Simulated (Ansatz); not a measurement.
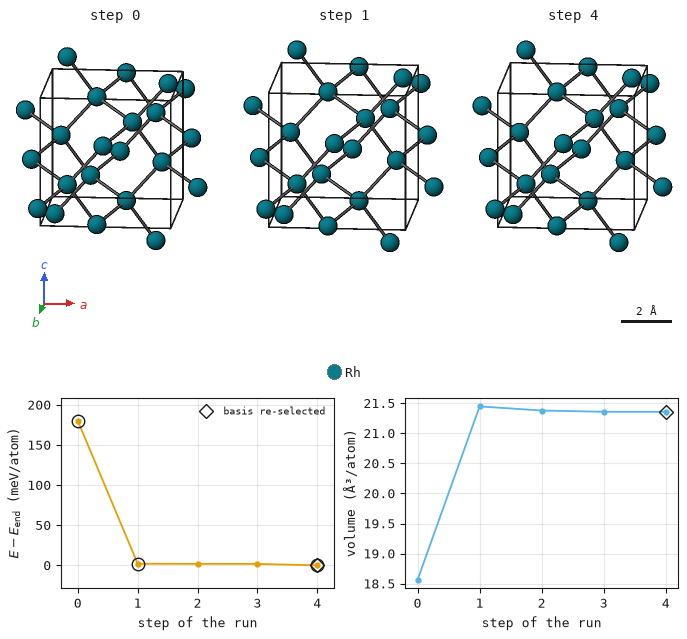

Frames of a relaxation of crystalline Rh (a generated structure, set up in Fd-3m), marked on the history of the run. Style: ball-and-stick. Shown: the conventional cell (4 times the calculation's cell), from a free direction. Lengths and directions refer to the drawn axes.

Phase: diamond.

All numbers below come from DFT, revPBE, plane waves (420 eV) with PAW, scalar-relativistic in Ansatz.

The input:
```yaml
crystal:
  lattice:
    - [0.0, 2.647863974, 2.647863974]
    - [2.647863974, 0.0, 2.647863974]
    - [2.647863974, 2.647863974, 0.0]
  atoms:
    - { symbol: Rh, position: [0.125, 0.125, 0.125] }
    - { symbol: Rh, position: [0.875, 0.875, 0.875] }
hamiltonian:
  xc: revpbe
  pseudopotentials:
    kind: paw
    azcp:
      Rh: "pseudopotentials/Rh.paw.azcp"
basis:
  ecutwfc: 420
  fft_grid_basis: typed
kpoints:
  mp_grid: { grid: [10, 10, 10], shift: [0, 0, 0] }
magnetization:
  spin_polarized: false
scf:
  occupations: { method: fermi_dirac, width: 0.1 }
relax:
  max_steps: 60
  f_tol: 0.01
  cell: {}
output:
  write_density: true
  write_potential: true
  elf: true
  volumetric_format: npy
```

Launched with:
```bash
ansatz run input.yaml --threads 2 --pin off --max-ram 5120MiB --backend cpu --events-out ev --progress --plain --runs-dir out
```

Describe the path.

Over 3 accepted moves (4 points after the start) the energy falls by 180 meV per atom. All forces vanish by symmetry, so only the cell relaxes. The pressure goes from 23.72 to 0.04 GPa. The SCF was repeated once at an unchanged geometry on a basis and grid sized afresh for the cell, which shifted the energy by 1.8 meV per atom at most. The atoms keep their places relative to the cell (all moves are under 0.005 Å). Cell: a = b = c 5.296 → 5.549 Å (+4.8 %). Volume +15.0 %. Near-neighbour distances that change, for instance: Rh1–Rh2 2.293 → 2.403 Å. The space group stays Fd-3m (No. 227). The run took 4.3 s on 2 threads of Arm Neoverse V2, on a shared host, peak memory 0.35 GiB. From step 0 to 1: volume +15.5 %, energy −178 meV per atom. From step 1 to 4: volume −0.4 %, energy −2.0 meV per atom.

```json
{"step": "0", "E − E(0), meV/atom": "0.00", "pressure, GPa": "23.72", "volume, Å³/atom": "18.565", "note": ""}
{"step": "1", "E − E(0), meV/atom": "-178.02", "pressure, GPa": "-0.50", "volume, Å³/atom": "21.447", "note": ""}
{"step": "2", "E − E(0), meV/atom": "-178.20", "pressure, GPa": "-0.12", "volume, Å³/atom": "21.379", "note": ""}
{"step": "3", "E − E(0), meV/atom": "-178.22", "pressure, GPa": "0.00", "volume, Å³/atom": "21.358", "note": ""}
{"step": "4", "E − E(0), meV/atom": "-180.04", "pressure, GPa": "0.04", "volume, Å³/atom": "21.358", "note": "same geometry, new basis"}
```
